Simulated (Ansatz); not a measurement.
## Zn$_{32}$Se$_{32}$: geometry relaxation (part 1 of 2)

Zn$_{32}$Se$_{32}$ (F-43m, 64 atoms in the cell), computed with DFT, PBEsol, PAW, plane waves (Ansatz 0.2.0).

The structure was built on a prototype by a generator.

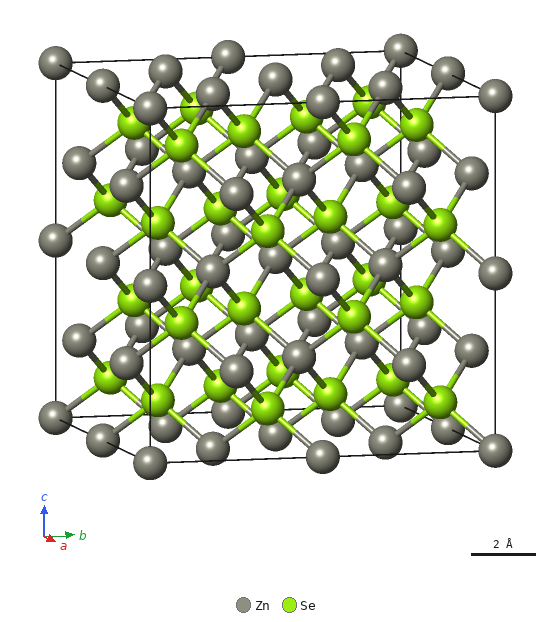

The input geometry (ball-and-stick view of the cell of the calculation, seen slightly off an axis).

The input
```yaml
crystal:
  lattice:
    - [11.266746, 0.000000, 0.000000]
    - [0.000000, 11.266746, 0.000000]
    - [0.000000, 0.000000, 11.266746]
  atoms:
    - { symbol: Zn, position: [0.000000, 0.000000, 0.000000] }
    - { symbol: Zn, position: [0.000000, 0.000000, 0.500000] }
    - { symbol: Zn, position: [0.000000, 0.500000, 0.000000] }
    - { symbol: Zn, position: [0.000000, 0.500000, 0.500000] }
    - { symbol: Zn, position: [0.500000, 0.000000, 0.000000] }
    - { symbol: Zn, position: [0.500000, 0.000000, 0.500000] }
    - { symbol: Zn, position: [0.500000, 0.500000, 0.000000] }
    - { symbol: Zn, position: [0.500000, 0.500000, 0.500000] }
    - { symbol: Zn, position: [0.250000, 0.250000, 0.000000] }
    - { symbol: Zn, position: [0.250000, 0.250000, 0.500000] }
    - { symbol: Zn, position: [0.250000, 0.750000, 0.000000] }
    - { symbol: Zn, position: [0.250000, 0.750000, 0.500000] }
    - { symbol: Zn, position: [0.750000, 0.250000, 0.000000] }
    - { symbol: Zn, position: [0.750000, 0.250000, 0.500000] }
    - { symbol: Zn, position: [0.750000, 0.750000, 0.000000] }
    - { symbol: Zn, position: [0.750000, 0.750000, 0.500000] }
    - { symbol: Zn, position: [0.250000, 0.000000, 0.250000] }
    - { symbol: Zn, position: [0.250000, 0.000000, 0.750000] }
    - { symbol: Zn, position: [0.250000, 0.500000, 0.250000] }
    - { symbol: Zn, position: [0.250000, 0.500000, 0.750000] }
    - { symbol: Zn, position: [0.750000, 0.000000, 0.250000] }
    - { symbol: Zn, position: [0.750000, 0.000000, 0.750000] }
    - { symbol: Zn, position: [0.750000, 0.500000, 0.250000] }
    - { symbol: Zn, position: [0.750000, 0.500000, 0.750000] }
    - { symbol: Zn, position: [0.000000, 0.250000, 0.250000] }
    - { symbol: Zn, position: [0.000000, 0.250000, 0.750000] }
    - { symbol: Zn, position: [0.000000, 0.750000, 0.250000] }
    - { symbol: Zn, position: [0.000000, 0.750000, 0.750000] }
    - { symbol: Zn, position: [0.500000, 0.250000, 0.250000] }
    - { symbol: Zn, position: [0.500000, 0.250000, 0.750000] }
    - { symbol: Zn, position: [0.500000, 0.750000, 0.250000] }
    - { symbol: Zn, position: [0.500000, 0.750000, 0.750000] }
    - { symbol: Se, position: [0.125000, 0.125000, 0.125000] }
    - { symbol: Se, position: [0.125000, 0.125000, 0.625000] }
    - { symbol: Se, position: [0.125000, 0.625000, 0.125000] }
    - { symbol: Se, position: [0.125000, 0.625000, 0.625000] }
    - { symbol: Se, position: [0.625000, 0.125000, 0.125000] }
    - { symbol: Se, position: [0.625000, 0.125000, 0.625000] }
    - { symbol: Se, position: [0.625000, 0.625000, 0.125000] }
    - { symbol: Se, position: [0.625000, 0.625000, 0.625000] }
    - { symbol: Se, position: [0.375000, 0.375000, 0.125000] }
    - { symbol: Se, position: [0.375000, 0.375000, 0.625000] }
    - { symbol: Se, position: [0.375000, 0.875000, 0.125000] }
    - { symbol: Se, position: [0.375000, 0.875000, 0.625000] }
    - { symbol: Se, position: [0.875000, 0.375000, 0.125000] }
    - { symbol: Se, position: [0.875000, 0.375000, 0.625000] }
    - { symbol: Se, position: [0.875000, 0.875000, 0.125000] }
    - { symbol: Se, position: [0.875000, 0.875000, 0.625000] }
    - { symbol: Se, position: [0.375000, 0.125000, 0.375000] }
    - { symbol: Se, position: [0.375000, 0.125000, 0.875000] }
    - { symbol: Se, position: [0.375000, 0.625000, 0.375000] }
    - { symbol: Se, position: [0.375000, 0.625000, 0.875000] }
    - { symbol: Se, position: [0.875000, 0.125000, 0.375000] }
    - { symbol: Se, position: [0.875000, 0.125000, 0.875000] }
    - { symbol: Se, position: [0.875000, 0.625000, 0.375000] }
    - { symbol: Se, position: [0.875000, 0.625000, 0.875000] }
    - { symbol: Se, position: [0.125000, 0.375000, 0.375000] }
    - { symbol: Se, position: [0.125000, 0.375000, 0.875000] }
    - { symbol: Se, position: [0.125000, 0.875000, 0.375000] }
    - { symbol: Se, position: [0.125000, 0.875000, 0.875000] }
    - { symbol: Se, position: [0.625000, 0.375000, 0.375000] }
    - { symbol: Se, position: [0.625000, 0.375000, 0.875000] }
    - { symbol: Se, position: [0.625000, 0.875000, 0.375000] }
    - { symbol: Se, position: [0.625000, 0.875000, 0.875000] }
kpoints:
  mp_grid: { grid: [1, 1, 1], shift: [0.5, 0.5, 0.5] }
hamiltonian:
  xc: pbesol
scf:
  occupations: { method: fermi_dirac, width: 0.01 }
relax:
  f_tol: 0.03
  max_steps: 80
  escape_saddle: false
  adjacent_minimum: "off"
  cell: { fix: [shape] }
output:
  forces: true
  eigenvalues: true
  populations: true
```

Hardware: 1 × NVIDIA GB300 Max-Q, 8 threads of Arm Neoverse-V2, 125 GiB of memory available, shared host.

Run as:
```bash
ansatz run in.yaml --threads 8 --pin off --max-ram 118750MiB --runs-dir r --events-out ev --progress --plain --backend cuda --devices 0,
```

Output
```
Pseudopotentials: kind: paw
Functional definition: PBEsol
  exchange = pbesol_x
  correlation = pbesol_c
Crystal: 64 atoms, lattice volume = 1430.196 Å³
Basis set: ecut = 420 eV, 28017 PW (Γ), exchange–correlation on 160×160×160 points (8 copies of the dense FFT grid, shifted against one another)
Bands: 538, of which v1, the nominal top of the filled ones, is band 448 counted from 1 (447 counted from 0)
Symmetry: 768 space group operations
Space group: F-43m (ITA 216), of the structure as read, at distance tolerance 1.1e-4 Å
k-points: 1
Non-local potential: Zn, projectors of the file, l = 0: 2, l = 1: 2, l = 2: 3, l = 3: 1
Non-local potential: Se, projectors of the file, l = 0: 2, l = 1: 2, l = 2: 3, l = 3: 1
PAW form: soft (Blöchl's): semilocal exchange-correlation on the pseudo side does not see the compensation charge
PAW frozen core: Zn, regenerated for the run's functional, and the local potential with it (the file was generated under x = pbe(κ = 0.804, μ = 0.2195149727645171), c = pbe(β = 0.06672455060314922))
PAW frozen core: Se, regenerated for the run's functional, and the local potential with it (the file was generated under x = pbe(κ = 0.804, μ = 0.2195149727645171), c = pbe(β = 0.06672455060314922))
PAW one-centre angular grid: Zn, 590 points (default); XC on 64 Gauss nodes
PAW one-centre angular grid: Se, 590 points (default); XC on 64 Gauss nodes
Initial density: superposition of atomic densities (neutral atoms: chi_scale 0, normalization atom), corrected by the library's trained network
Initial wavefunctions: pseudopotential atomic-orbital guess
Functional: x = pbesol(κ = 0.804, μ = 0.12345679012345678), c = pbesol(β = 0.046)
SCF iter   1: F=—  HF=-278604.490838 eV  |F-HF|=—  |Δ(HF+E_count)|=         —  Δρ=2.96e-3  dr2=8.99e-2  ethr=1.77e-3  ⟨swp⟩=6.0  Hψ=1955  notcnv=0  defer=21
preconditioner: auto → Resta (q_TF=auto, 2.524 Å⁻¹)  ε∞=5.6  [insulator: Δε(μ)=3.168 eV  Ē_g=10.994 eV  σ=0.010 eV  W_gap=1.00  n_scr=388 (ndim 8)  ℏωp=23.6 eV  f_vac=0.114  D(μ)=0.00/eV (n_scr^D=0)  ε∞_Penn≈5.6]
SCF iter   2: F=—  HF=-278604.455715 eV  |F-HF|=—  |Δ(HF+E_count)|=   3.51e-2  Δρ=8.02e-4  dr2=1.37e-2  ethr=1.00e-5  ⟨swp⟩=2.0  Hψ=883  notcnv=0  defer=82
SCF iter   3: F=—  HF=-278604.452988 eV  |F-HF|=—  |Δ(HF+E_count)|=   2.73e-3  Δρ=6.89e-4  dr2=6.32e-3  ethr=1.53e-6  ⟨swp⟩=2.0  Hψ=744  notcnv=0  defer=82
SCF iter   4: F=—  HF=-278604.453191 eV  |F-HF|=—  |Δ(HF+E_count)|=   2.03e-4  Δρ=2.06e-4  dr2=8.06e-4  ethr=7.06e-7  ⟨swp⟩=2.0  Hψ=696  notcnv=0  defer=82
SCF iter   5: F=—  HF=-278604.451034 eV  |F-HF|=—  |Δ(HF+E_count)|=   2.16e-3  Δρ=8.79e-5  dr2=9.95e-5  ethr=9.00e-8  ⟨swp⟩=2.0  Hψ=744  notcnv=0  defer=82
SCF iter   6: F=—  HF=-278604.452027 eV  |F-HF|=—  |Δ(HF+E_count)|=   9.94e-4  Δρ=1.58e-5  dr2=2.72e-6  ethr=1.11e-8  ⟨swp⟩=2.0  Hψ=744  notcnv=0  defer=82
SCF iter   7: F=—  HF=-278604.452033 eV  |F-HF|=—  |Δ(HF+E_count)|=   5.16e-6  Δρ=3.82e-6  dr2=2.30e-7  ethr=3.04e-10  ⟨swp⟩=2.0  Hψ=904  notcnv=0  defer=82
SCF iter   8: F=-278604.452033 eV  HF=-278604.452033 eV  |F-HF|=2.21e-9  |Δ(HF+E_count)|=   3.17e-7  Δρ=9.56e-7  dr2=1.47e-8  ethr=1.12e-11  ⟨swp⟩=11.0  Hψ=2473  notcnv=0
SCF 1 converged in 8 iterations: F = -278604.452033 eV  dr2 = 1.47e-8
  greatest PAW one-centre occupation: 1.000 electrons in one spin orbital (limit 2), on the Se atom at site 63 (counted from 0), in its partial waves of l = 2
relax step   1: F+E_penalty+E_count = -278604.45203285 eV  Δ(F+E_penalty+E_count) = +0.000e0 eV  max|allowed force component| = 1.685e-24 eV/Å  Δτ_max = 0.0000 Å  P = +0.408 GPa  Ω = 1430.196 Å³  fix = [alpha, beta, gamma, b/a, c/a]  (8 SCF iters, dr2 threshold 1.00e-7 eV, accepted)
Crystal: 64 atoms, lattice volume = 1437.699 Å³
Basis set: ecut = 420 eV, 28113 PW (Γ), exchange–correlation on 160×160×160 points (8 copies of the dense FFT grid, shifted against one another)
Initial density: handed on by an earlier stage of this run
Initial wavefunctions: those handed on with the density
iter 1 solved again at ethr=8.77e-8 eV; its pass at ethr=3.10e-3 eV (dr2=7.86e-4 eV) is discarded
SCF iter   1: F=—  HF=-278604.459829 eV  |F-HF|=—  |Δ(HF+E_count)|=         —  Δρ=1.79e-4  dr2=4.93e-4  ethr=8.77e-8  ⟨swp⟩=3.0  Hψ=2537  notcnv=0
preconditioner: auto → Resta (q_TF=auto, 2.522 Å⁻¹)  ε∞=5.6  [insulator: Δε(μ)=3.167 eV  Ē_g=11.001 eV  σ=0.010 eV  W_gap=1.00  n_scr=388 (ndim 8)  ℏωp=23.5 eV  f_vac=0.111  D(μ)=0.00/eV (n_scr^D=0)  ε∞_Penn≈5.6]
SCF iter   2: F=—  HF=-278604.459795 eV  |F-HF|=—  |Δ(HF+E_count)|=   3.43e-5  Δρ=1.20e-4  dr2=2.10e-4  ethr=5.50e-8  ⟨swp⟩=1.0  Hψ=538  notcnv=0
SCF iter   3: F=—  HF=-278604.460662 eV  |F-HF|=—  |Δ(HF+E_count)|=   8.67e-4  Δρ=5.55e-5  dr2=3.27e-5  ethr=2.35e-8  ⟨swp⟩=2.0  Hψ=778  notcnv=0
SCF iter   4: F=—  HF=-278604.460647 eV  |F-HF|=—  |Δ(HF+E_count)|=   1.52e-5  Δρ=1.66e-5  dr2=5.28e-6  ethr=3.65e-9  ⟨swp⟩=2.0  Hψ=794  notcnv=0
SCF iter   5: F=-278604.460652 eV  HF=-278604.460651 eV  |F-HF|=4.47e-7  |Δ(HF+E_count)|=   4.78e-6  Δρ=3.93e-6  dr2=2.76e-7  ethr=4.65e-11  ⟨swp⟩=3.0  Hψ=1880  notcnv=0
SCF 2 converged in 5 iterations: F = -278604.460652 eV  dr2 = 2.76e-7
relax step   2: F+E_penalty+E_count = -278604.46065176 eV  Δ(F+E_penalty+E_count) = -8.619e-3 eV  max|allowed force component| = 1.699e-24 eV/Å  Δτ_max = 0.0000 Å  P = +0.066 GPa  Ω = 1437.699 Å³  energy of the carried Pulay correction = -2.457e-3 eV  fix = [alpha, beta, gamma, b/a, c/a]  (5 SCF iters, dr2 threshold 4.16e-7 eV, accepted)
Crystal: 64 atoms, lattice volume = 1439.163 Å³
iter 1 solved again at ethr=3.49e-9 eV; its pass at ethr=3.10e-3 eV (dr2=3.13e-5 eV) is discarded
SCF iter   1: F=—  HF=-278604.460880 eV  |F-HF|=—  |Δ(HF+E_count)|=         —  Δρ=3.46e-5  dr2=2.13e-5  ethr=3.49e-9  ⟨swp⟩=3.0  Hψ=2086  notcnv=0
preconditioner: auto → Resta (q_TF=auto, 2.521 Å⁻¹)  ε∞=5.6  [insulator: Δε(μ)=3.163 eV  Ē_g=10.998 eV  σ=0.010 eV  W_gap=1.00  n_scr=388 (ndim 8)  ℏωp=23.5 eV  f_vac=0.111  D(μ)=0.00/eV (n_scr^D=0)  ε∞_Penn≈5.6]
SCF iter   2: F=—  HF=-278604.460480 eV  |F-HF|=—  |Δ(HF+E_count)|=   3.99e-4  Δρ=2.37e-5  dr2=9.50e-6  ethr=2.37e-9  ⟨swp⟩=1.0  Hψ=538  notcnv=0
SCF iter   3: F=—  HF=-278604.460482 eV  |F-HF|=—  |Δ(HF+E_count)|=   1.59e-6  Δρ=1.21e-5  dr2=1.50e-6  ethr=1.06e-9  ⟨swp⟩=2.0  Hψ=778  notcnv=0
SCF iter   4: F=—  HF=-278604.460481 eV  |F-HF|=—  |Δ(HF+E_count)|=   6.64e-7  Δρ=3.79e-6  dr2=2.56e-7  ethr=1.68e-10  ⟨swp⟩=2.0  Hψ=794  notcnv=0
SCF iter   5: F=-278604.460481 eV  HF=-278604.460481 eV  |F-HF|=1.29e-8  |Δ(HF+E_count)|=   1.03e-7  Δρ=7.15e-7  dr2=8.95e-9  ethr=1.23e-12  ⟨swp⟩=3.0  Hψ=1920  notcnv=0
SCF 3 converged in 5 iterations: F = -278604.460481 eV  dr2 = 8.95e-9
relax step   3: F+E_penalty+E_count = -278604.46048135 eV  Δ(F+E_penalty+E_count) = +1.704e-4 eV  max|allowed force component| = 5.483e-26 eV/Å  Δτ_max = 0.0000 Å  P = +0.001 GPa  Ω = 1439.163 Å³  energy of the carried Pulay correction = -2.935e-3 eV  fix = [alpha, beta, gamma, b/a, c/a]  (5 SCF iters, dr2 threshold 1.10e-8 eV, accepted)
Initial wavefunctions: pseudopotential atomic-orbital guess (no wavefunctions were taken with the density)
iter 1 solved again at ethr=1.58e-8 eV; its pass at ethr=3.10e-3 eV (dr2=1.42e-4 eV) is discarded
SCF iter   1: F=—  HF=-278604.434064 eV  |F-HF|=—  |Δ(HF+E_count)|=         —  Δρ=3.97e-4  dr2=5.46e-5  ethr=1.58e-8  ⟨swp⟩=4.0  Hψ=4201  notcnv=0
preconditioner: auto → Resta (q_TF=auto, 2.521 Å⁻¹)  ε∞=5.6  [insulator: Δε(μ)=3.164 eV  Ē_g=11.000 eV  σ=0.010 eV  W_gap=1.00  n_scr=388 (ndim 8)  ℏωp=23.5 eV  f_vac=0.111  D(μ)=0.00/eV (n_scr^D=0)  ε∞_Penn≈5.6]
SCF iter   2: F=—  HF=-278604.457858 eV  |F-HF|=—  |Δ(HF+E_count)|=   2.38e-2  Δρ=2.01e-4  dr2=1.39e-5  ethr=6.10e-9  ⟨swp⟩=2.0  Hψ=916  notcnv=0
SCF iter   3: F=—  HF=-278604.465151 eV  |F-HF|=—  |Δ(HF+E_count)|=   7.29e-3  Δρ=2.40e-5  dr2=1.11e-6  ethr=1.55e-9  ⟨swp⟩=2.0  Hψ=826  notcnv=0
SCF iter   4: F=—  HF=-278604.465229 eV  |F-HF|=—  |Δ(HF+E_count)|=   7.79e-5  Δρ=7.31e-6  dr2=2.11e-7  ethr=1.24e-10  ⟨swp⟩=2.0  Hψ=914  notcnv=0
SCF iter   5: F=—  HF=-278604.465234 eV  |F-HF|=—  |Δ(HF+E_count)|=   5.27e-6  Δρ=2.04e-6  dr2=4.44e-8  ethr=2.35e-11  ⟨swp⟩=2.0  Hψ=754  notcnv=0
SCF iter   6: F=—  HF=-278604.465235 eV  |F-HF|=—  |Δ(HF+E_count)|=   4.76e-7  Δρ=8.27e-7  dr2=1.58e-8  ethr=4.96e-12  ⟨swp⟩=3.0  Hψ=1066  notcnv=0
SCF iter   7: F=—  HF=-278604.465235 eV  |F-HF|=—  |Δ(HF+E_count)|=   4.42e-8  Δρ=2.34e-7  dr2=1.22e-9  ethr=1.77e-12  ⟨swp⟩=2.0  Hψ=826  notcnv=0
SCF iter   8: F=-278604.465235 eV  HF=-278604.465235 eV  |F-HF|=2.91e-10  |Δ(HF+E_count)|=   1.51e-9  Δρ=1.03e-7  dr2=2.10e-10  ethr=1.00e-12  ⟨swp⟩=3.0  Hψ=1438  notcnv=0
SCF 4 converged in 8 iterations: F = -278604.465235 eV  dr2 = 2.10e-10
relax step   4: F+E_penalty+E_count = -278604.46523466 eV  Δ(F+E_penalty+E_count) = -4.753e-3 eV  max|allowed force component| = 8.014e-26 eV/Å  Δτ_max = 0.0000 Å  P = -0.000 GPa  Ω = 1439.163 Å³  fix = [alpha, beta, gamma, b/a, c/a]  stress off target by 8.95e-5 GPa on what of the cell is left free  SCF on the basis re-selected at this cell (its energy is not comparable with the rows above)  (8 S
```

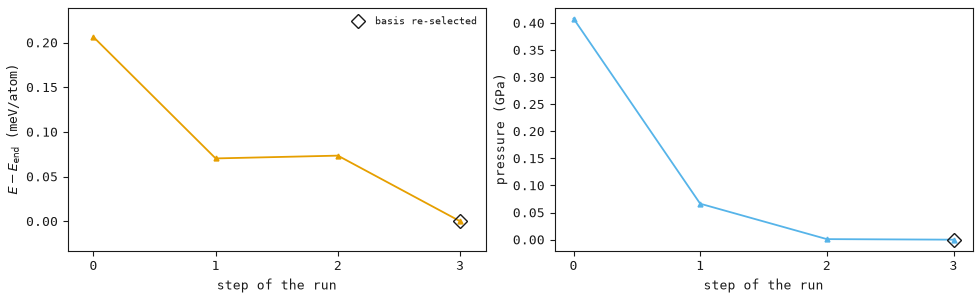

Progress of the relaxation, step by step (the first geometry is step 0 here and step 1 in the log). No atom moves by more than 0.005 Å relative to the cell. Cell: a = b = c 11.267 → 11.290 Å (+0.2 %). Volume +0.6 %. Distances before and after: Zn10–Se34 2.439 → 2.444 Å. The space group stays F-43m (No. 216). After 2 geometry steps the energy has fallen by 0.1 meV per atom. All forces vanish by symmetry, so only the cell relaxes. Pressure: 0.41 GPa at the start and 0.00 GPa at the end. A last SCF at the same geometry on a re-selected plane-wave basis shifts the energy by −0.1 meV per atom. (Atoms are counted from 1 in the order of the input.)

```
SCF converged after 8 iterations
Free energy (F): -278604.465235 eV
Harris-Foulkes:  -278604.465235 eV  (|F-HF|=2.91e-10)
Internal energy: -278604.465235 eV  (E = F + TS)
E sigma→0 (E₀):  -278604.465235 eV
Fermi energy:    7.933551 eV
--- Per-component energies (eV) ---
  E_band       = -12208.189168
  E_kinetic    = 8018.115320
  E_local      = -140090.697209  (includes V_loc(G=0)·N_el)
  E_nonlocal   = 727.135067
  E_hartree    = 64837.192339
  E_xc         = -7651.503571
  E_vxc        = -4824.337913  (∫ρ·V_xc dr)
  E_paw        = -117085.597510  (= ΣΔE_a)
  E_vpaw       = -5712.760955  (= ΣTr[D̂ρ^β])
  E_aug_tail   = -0.030093  (compensation charges beyond the density's cutoff)
  E_ewald      = -87416.865348
  E_core_change = 57.785771  (= ΣΔE_core)
  E_smearing   = -0.000000  (= −TS)
  E_closure    = 0.000000  (closes the sum)
  Σ components = -278604.465235   (vs F -278604.465235, Δ=0.00e0)
```
